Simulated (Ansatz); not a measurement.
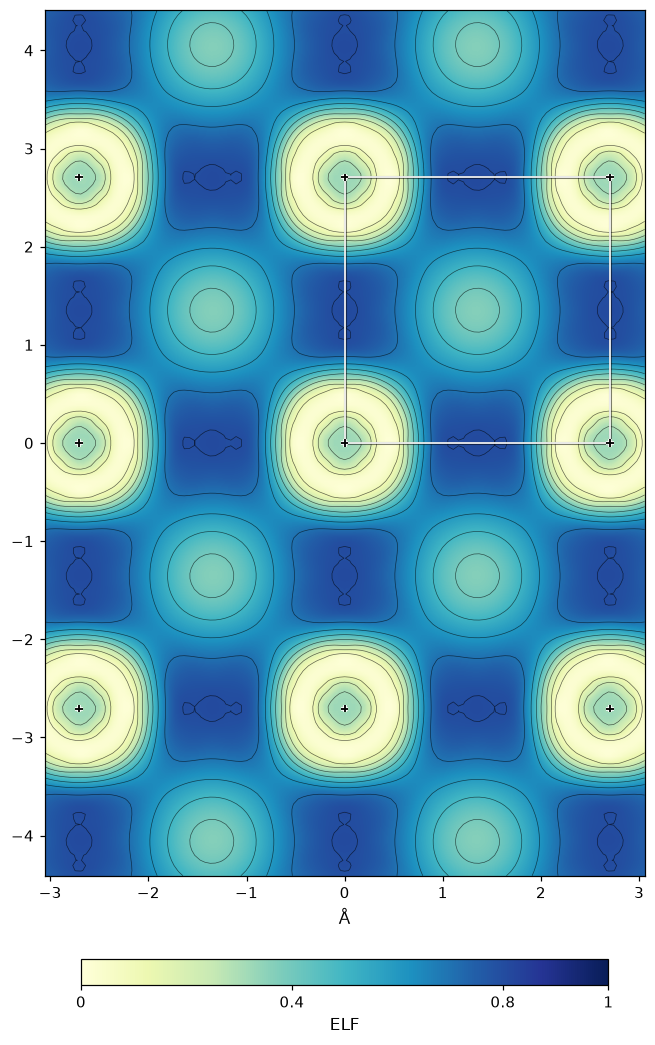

The ELF on a plane through atoms (crosses mark nuclei in the plane).

Computed with Ansatz, DFT, r2SCAN, plane waves (500 eV) with PAW, scalar-relativistic.

Candidates:
A. Al, a = 2.71 Å, b = 2.71 Å, c = 2.71 Å, α = 90.00°, β = 90.00°, γ = 90.00°. Space group Pm-3m; set up as Al, simple cubic; a generated structure, not necessarily the stable one; changed on purpose from its base cell (volume × 1.0); computed without spin polarisation.
B. Na, a = 3.81 Å, b = 3.81 Å, c = 6.23 Å, α = 90.00°, β = 90.00°, γ = 120.00°. Space group P6₃/mmc; set up as Na, hcp; a generated structure, not necessarily the stable one; changed on purpose from its base cell (volume × 1.04).
C. Ir, a = 2.55 Å, b = 6.29 Å, c = 3.41 Å, α = 90.00°, β = 90.00°, γ = 90.00°. Space group Cmcm; set up as Ir, beta-Sn type; a generated structure, not necessarily the stable one; changed on purpose from its base cell (volume × 0.88); computed pressure about 55 GPa in this cell; computed without spin polarisation.

Which system is this?

Candidate A: Al on the (010) plane of the conventional cell, which holds Al. Al–Al (2.71 Å): the ELF peaks at about 0.80 between the atoms.
